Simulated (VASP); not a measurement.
**Geometry relaxation of TiO₂ (part 3 of 3)**

The same run, continued: TiO₂ (P4₂/mnm, 6 atoms in the cell); Kohn-Sham DFT of a periodic cell, PBE, VASP PAW PBE potentials, recommended, release 54, no spin polarisation (VASP 6.6.1); cutoff 600 eV, 6×6×9 k-mesh, fermi-dirac of 0.05 eV. The structure derives from a Materials Project entry.

Geometry of the input (Å; fractional positions):
```
4.5998  0.0000  0.0000
0.0000  4.5998  0.0000
0.0000  0.0000  2.9592
Ti 0.0000  0.0000  0.5000
Ti 0.5000  0.5000  0.0000
O  0.3043  0.3043  0.5000
O  0.1957  0.8043  0.0000
O  0.8043  0.1957  0.0000
O  0.6957  0.6957  0.5000
```

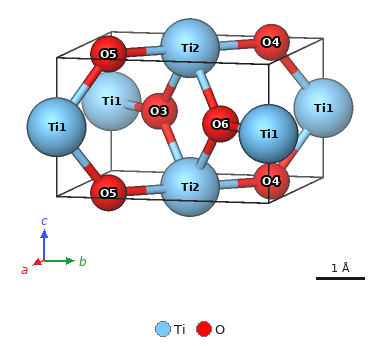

*The geometry at step 4 of the log (ball-and-stick view of the cell of the calculation, seen slightly off an axis; atoms are numbered from 1 in the order of the input).*

## Trajectory as extended XYZ, continued
```
6
Lattice="4.6448 -0.0000 0.0000 0.0000 4.6448 0.0000 0.0000 0.0000 2.9669" Properties=species:S:1:pos:R:3:forces:R:3 step=4 energy=-53.68128
Ti    0.0000    0.0000    1.4835    0.0000   0.0000   0.0000
Ti    2.3224    2.3224    0.0000    0.0000   0.0000   0.0000
O     1.4168    1.4168    1.4835   -0.0035  -0.0035   0.0000
O     0.9056    3.7392    0.0000    0.0035  -0.0035   0.0000
O     3.7392    0.9056    0.0000   -0.0035   0.0035   0.0000
O     3.2280    3.2280    1.4835    0.0035   0.0035   0.0000
```

## Key numbers

```csv
quantity,value
outcome,converged
space group (tolerance 0.01 Å),P4₂/mnm (136)
electrons treated,48
free energy,−53.6813 eV
Fermi energy,5.448 eV
gap on the k-point mesh,1.83 eV
pressure,0.03 GPa
final volume,64.01 Å³
largest force (length of the vector) at the end,0.005 eV/Å
final cell,"a = 4.645 Å, b = 4.645 Å, c = 2.967 Å, α = 90.00°, β = 90.00°, γ = 90.00°"
wall time,2.1 min
peak memory,0.25 GiB
```
